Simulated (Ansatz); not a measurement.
## TaN: a failed or faulty run and its cure

System: TaN (8 atoms in the cell, total charge +10).
Method of the first run: DFT, PBEsol, plane waves, PAW, no spin polarisation (Ansatz 0.2.0).

The structure derives from an entry of the Crystallography Open Database. Some settings of this run were made unusual or wrong on purpose. Text and figures count atoms from 1; the logs count them from 0 in places.

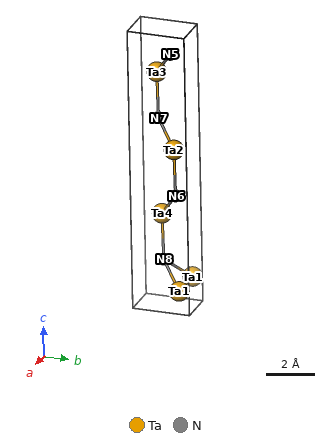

Figure 1. The input geometry (ball-and-stick view of the cell of the calculation, set on other vectors, seen slightly off an axis; atoms are numbered from 1 in the order of the input).

## The input, the first run
```yaml
crystal:
  lattice:
    - [-3.1222862254, 0.0, 0.0]
    - [-1.5611431127, -2.7039791891, 0.0]
    - [-1.0407620751, -0.9013263964, 12.1049231048]
  atoms:
    - { symbol: Ta, position: [0.1802009035, 0.0270684736, 0.9187945792] }
    - { symbol: Ta, position: [0.2635342368, 0.1937351403, 0.4187945792] }
    - { symbol: Ta, position: [0.6385342368, 0.6104018069, 0.1687945792] }
    - { symbol: Ta, position: [0.5552009035, 0.4437351403, 0.6687945792] }
    - { symbol: "N", position: [0.3197990965, 0.3062648597, 0.0812054208] }
    - { symbol: "N", position: [0.2364657632, 0.1395981931, 0.5812054208] }
    - { symbol: "N", position: [0.6114657632, 0.5562648597, 0.3312054208] }
    - { symbol: "N", position: [0.5281324299, 0.3895981931, 0.8312054208] }
basis:
  ecutwfc: 520.0
kpoints:
  mp_grid: { grid: [14, 14, 4] }
hamiltonian:
  xc: pbesol
scf:
  occupations: { method: gaussian, width: 0.15 }
  max_iter: 50
output:
  forces: true
  eigenvalues: true
  stress: true
total_charge: 10
```

Command:
```bash
ansatz run input.yaml --threads 4 --pin off --max-ram 8192MiB --backend cpu --events-out ev --progress --plain --runs-dir out
```

Hardware: 4 threads of Intel Xeon @ 2.50GHz (Skylake/Cascade Lake), 189 GiB of memory available, shared host.

## Output, shortened to warnings, some set-up lines, iterations and results (the first run)
```
Basis set: ecut = 520 eV, 2737 PW (Γ), exchange–correlation on 48×48×192 points (8 copies of the dense FFT grid, shifted against one another)
Symmetry: 1 space group operations
k-points: 396 of 784 (time reversal used)
Initial density: superposition of atomic densities (neutral atoms scaled as one to the charged cell's electrons: chi_scale 0, normalization atom), corrected by the library's trained network
[...]
SCF iter   1: F=—  HF=-40913.561599 eV  |F-HF|=—  |Δ(HF+E_count)|=         —  Δρ=1.69e-1  dr2=3.63e1  ethr=1.77e-3  ⟨swp⟩=5.9  Hψ=64321  notcnv=0
SCF iter   2: F=—  HF=-40903.841919 eV  |F-HF|=—  |Δ(HF+E_count)|=    9.72e0  Δρ=9.54e-2  dr2=1.19e1  ethr=1.77e-3  ⟨swp⟩=3.1  Hψ=35086  notcnv=0  defer=890
SCF iter   3: F=—  HF=-40898.556284 eV  |F-HF|=—  |Δ(HF+E_count)|=    5.29e0  Δρ=1.87e-2  dr2=4.71e-1  ethr=1.77e-3  ⟨swp⟩=5.0  Hψ=35079  notcnv=0  defer=890
SCF iter   4: F=—  HF=-40898.514151 eV  |F-HF|=—  |Δ(HF+E_count)|=   4.21e-2  Δρ=5.80e-3  dr2=4.55e-2  ethr=7.59e-4  ⟨swp⟩=2.3  Hψ=24677  notcnv=0  defer=898
SCF iter   5: F=—  HF=-40898.527129 eV  |F-HF|=—  |Δ(HF+E_count)|=   1.30e-2  Δρ=1.90e-3  dr2=6.87e-3  ethr=7.34e-5  ⟨swp⟩=2.0  Hψ=18647  notcnv=0  defer=898
SCF iter   6: F=—  HF=-40898.529458 eV  |F-HF|=—  |Δ(HF+E_count)|=   2.33e-3  Δρ=7.15e-4  dr2=1.38e-3  ethr=1.11e-5  ⟨swp⟩=2.0  Hψ=18823  notcnv=0  defer=898
SCF iter   7: F=—  HF=-40898.529615 eV  |F-HF|=—  |Δ(HF+E_count)|=   1.57e-4  Δρ=2.26e-4  dr2=1.86e-4  ethr=2.23e-6  ⟨swp⟩=2.0  Hψ=19294  notcnv=0  defer=898
SCF iter   8: F=—  HF=-40898.529617 eV  |F-HF|=—  |Δ(HF+E_count)|=   2.45e-6  Δρ=5.96e-5  dr2=1.42e-5  ethr=2.99e-7  ⟨swp⟩=2.0  Hψ=18570  notcnv=0  defer=898
SCF iter   9: F=—  HF=-40898.529597 eV  |F-HF|=—  |Δ(HF+E_count)|=   1.97e-5  Δρ=1.90e-5  dr2=1.07e-6  ethr=2.29e-8  ⟨swp⟩=2.3  Hψ=23262  notcnv=0  defer=898
SCF iter  10: F=-40898.529598 eV  HF=-40898.529598 eV  |F-HF|=4.32e-9  |Δ(HF+E_count)|=   1.47e-7  Δρ=5.18e-6  dr2=4.30e-8  ethr=1.61e-10  ⟨swp⟩=13.7  Hψ=87304  notcnv=0
SCF 1 converged in 10 iterations: F = -40898.529598 eV  dr2 = 4.30e-8
SCF converged after 10 iterations
Free energy (F): -40898.529598 eV
Harris-Foulkes:  -40898.529598 eV  (|F-HF|=4.32e-9)
Internal energy: -40898.451830 eV  (E = F + TS)
E sigma→0 (E₀):  -40898.490714 eV
Entropy (-TS):   -0.077768 eV (-9.721 meV/atom)
Fermi energy:    12.629718 eV
--- Per-component energies (eV) ---
  E_band       = -634.866490
  E_kinetic    = 1750.419294
  E_local      = -3168.087079  (includes V_loc(G=0)·N_el)
  E_nonlocal   = 214.768801
  E_hartree    = 1021.932615
  E_xc         = -990.490418
  E_vxc        = -969.343700  (∫ρ·V_xc dr)
  E_paw        = -33551.914754  (= ΣΔE_a)
  E_vpaw       = -506.488624  (= ΣTr[D̂ρ^β])
  E_aug_tail   = 0.000257  (compensation charges beyond the density's cutoff)
  E_ewald      = -6176.047528
  E_core_change = 0.966981  (= ΣΔE_core)
  E_smearing   = -0.077768  (= −TS)
  E_closure    = 0.000000  (closes the sum)
  E_deformation_potential = 235.734831  (in the stress; not in F)
  Σ components = -40898.529598   (vs F -40898.529598, Δ=0.00e0)
--- Forces (eV/Å), atoms counted from 1 ---
  atom   1  Ta     0.38547030    -0.17063185     0.03808532
  atom   2  Ta    -0.01997515    -0.02075939    -2.67669974
  atom   3  Ta    -0.17401512     0.05735695    -2.30163622
  atom   4  Ta     0.03236671    -0.01279234    -2.56997145
  atom   5  N     -0.10992714     0.01599504    -0.58913540
  atom   6  N     -0.01975984     0.02100193     2.62960258
  atom   7  N      0.08064027     0.01504952     2.74825452
  atom   8  N     -0.17480462     0.09478388     2.72156108
  max |Σ_I F_I| component: 6.07e-5 eV/Å
--- Stress (GPa, compression-positive) ---
       88.708385      -1.713573      -0.371344
       -1.713573      88.772208       0.104403
       -0.371344       0.104402      50.684800
  P = ⅓ Tr σ = 76.0551 GPa (760.551 kbar)
```

Q: What went wrong, and how is the input to be mended?

A: This input holds a deliberate fault: a charge that the system can't hold (`total_charge`). The cell cannot bind or give up so many electrons; the background charge dominates. The run converged all the same; its numbers are those of the faulty input and shouldn't be used.

A run of the same system that converges differs from this input as follows (lines with − go, lines with + come):
```diff
-  max_iter: 50
-total_charge: 10
```

## Output, shortened to warnings, some set-up lines, iterations and results (the second run)
```
Basis set: ecut = 520 eV, 2737 PW (Γ), exchange–correlation on 48×48×192 points (8 copies of the dense FFT grid, shifted against one another)
Symmetry: 1 space group operations
k-points: 396 of 784 (time reversal used)
Initial density: superposition of atomic densities (neutral atoms: chi_scale 0, normalization atom), corrected by the library's trained network
[...]
SCF iter   1: F=—  HF=-40746.336815 eV  |F-HF|=—  |Δ(HF+E_count)|=         —  Δρ=1.82e-2  dr2=7.95e-1  ethr=1.77e-3  ⟨swp⟩=5.6  Hψ=67599  notcnv=0
SCF iter   2: F=—  HF=-40746.249120 eV  |F-HF|=—  |Δ(HF+E_count)|=   8.77e-2  Δρ=5.69e-3  dr2=1.13e-1  ethr=1.10e-3  ⟨swp⟩=1.9  Hψ=22029  notcnv=0  defer=31
SCF iter   3: F=—  HF=-40746.240570 eV  |F-HF|=—  |Δ(HF+E_count)|=   8.55e-3  Δρ=2.82e-3  dr2=2.02e-2  ethr=1.57e-4  ⟨swp⟩=1.1  Hψ=16876  notcnv=0  defer=31
SCF iter   4: F=—  HF=-40746.237937 eV  |F-HF|=—  |Δ(HF+E_count)|=   2.63e-3  Δρ=1.12e-3  dr2=2.38e-3  ethr=2.80e-5  ⟨swp⟩=2.0  Hψ=21336  notcnv=0  defer=31
SCF iter   5: F=—  HF=-40746.237486 eV  |F-HF|=—  |Δ(HF+E_count)|=   4.50e-4  Δρ=3.03e-4  dr2=2.96e-4  ethr=3.30e-6  ⟨swp⟩=2.0  Hψ=22970  notcnv=0  defer=31
SCF iter   6: F=—  HF=-40746.237449 eV  |F-HF|=—  |Δ(HF+E_count)|=   3.71e-5  Δρ=1.24e-4  dr2=4.46e-5  ethr=4.11e-7  ⟨swp⟩=2.3  Hψ=20661  notcnv=0  defer=31
SCF iter   7: F=—  HF=-40746.237437 eV  |F-HF|=—  |Δ(HF+E_count)|=   1.26e-5  Δρ=7.15e-5  dr2=7.25e-6  ethr=6.19e-8  ⟨swp⟩=2.0  Hψ=23625  notcnv=0  defer=134
SCF iter   8: F=—  HF=-40746.237435 eV  |F-HF|=—  |Δ(HF+E_count)|=   1.14e-6  Δρ=2.63e-5  dr2=1.56e-6  ethr=1.01e-8  ⟨swp⟩=2.0  Hψ=24329  notcnv=0  defer=134
SCF iter   9: F=-40746.237435 eV  HF=-40746.237435 eV  |F-HF|=5.62e-9  |Δ(HF+E_count)|=   1.90e-7  Δρ=5.17e-6  dr2=2.46e-8  ethr=1.39e-10  ⟨swp⟩=10.1  Hψ=79964  notcnv=0
SCF 1 converged in 9 iterations: F = -40746.237435 eV  dr2 = 2.46e-8
SCF converged after 9 iterations
Free energy (F): -40746.237435 eV
Harris-Foulkes:  -40746.237435 eV  (|F-HF|=5.62e-9)
Internal energy: -40746.211354 eV  (E = F + TS)
E sigma→0 (E₀):  -40746.224395 eV
Entropy (-TS):   -0.026081 eV (-3.260 meV/atom)
Fermi energy:    16.708105 eV
--- Per-component energies (eV) ---
  E_band       = -465.145715
  E_kinetic    = 1984.449714
  E_local      = -3199.455423  (includes V_loc(G=0)·N_el)
  E_nonlocal   = 252.645377
  E_hartree    = 1076.596238
  E_xc         = -1104.401163
  E_vxc        = -1117.105780  (∫ρ·V_xc dr)
  E_paw        = -33580.965827  (= ΣΔE_a)
  E_vpaw       = -538.874185  (= ΣTr[D̂ρ^β])
  E_aug_tail   = 0.000277  (compensation charges beyond the density's cutoff)
  E_ewald      = -6176.047528
  E_core_change = 0.966981  (= ΣΔE_core)
  E_smearing   = -0.026081  (= −TS)
  E_closure    = 0.000000  (closes the sum)
  Σ components = -40746.237435   (vs F -40746.237435, Δ=0.00e0)
--- Forces (eV/Å), atoms counted from 1 ---
  atom   1  Ta    -0.62636323    -0.51619900     1.66308384
  atom   2  Ta     0.02212664    -0.03455537    -0.09970796
  atom   3  Ta     0.17723512    -0.00155529     0.17692643
  atom   4  Ta     0.03350494    -0.00317795     0.16874574
  atom   5  N      0.25593549     0.33038630    -2.82727051
  atom   6  N     -0.01365987     0.00073048    -0.11962844
  atom   7  N      0.02932959     0.03633171     0.28931711
  atom   8  N      0.12188860     0.18803571     0.74859682
  max |Σ_I F_I| component: 6.30e-5 eV/Å
--- Stress (GPa, compression-positive) ---
       -2.778910      -1.753621       1.847262
       -1.753620      -4.384639       0.729961
        1.847261       0.729960      -7.401495
  P = ⅓ Tr σ = -4.8550 GPa (-48.550 kbar)
```

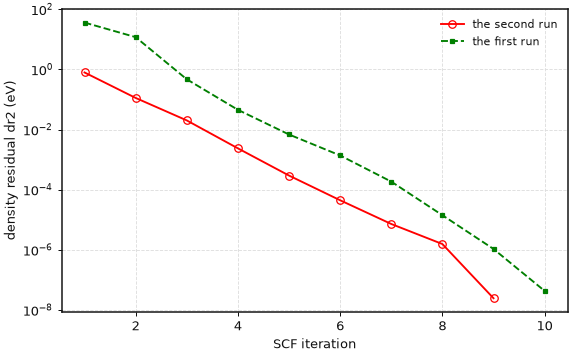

Figure 2. Convergence of the two runs: density residual dr2 against the SCF iteration. The second run takes 9 iterations in all, and the first run takes 10.

## The two runs side by side

| quantity | the first run | the second run |
| --- | --- | --- |
| outcome | converged | converged |
| free energy per atom (eV) | −5112.3162 | −5093.2797 |
| energy per atom, smearing taken to zero (eV) | −5112.3113 | −5093.2780 |
| gap on the mesh (eV) | 0.00 | 0.00 |
| pressure (GPa) | 76.06 | −4.86 |
| largest force (eV/Å) | 2.749 | 2.858 |
| SCF iterations | 10 | 9 |
| irreducible k-points | 396 | 396 |
| plane waves at Γ | 2737 | 2737 |
| wall time (shared host) | 2 min | 1.9 min |

The total energies belong to different systems, so their difference says nothing on which is more stable or more accurate. The pressure goes from 76.06 to −4.86 GPa. The largest force goes from 2.749 to 2.858 eV/Å. A charged cell is computed with a uniform neutralising background, so its energy and pressure depend on the cell and aren't those of a real crystal. The SCF takes 9 iterations against 10.

Notes on the second run: Spin–orbit coupling is left out, which matters for Ta.
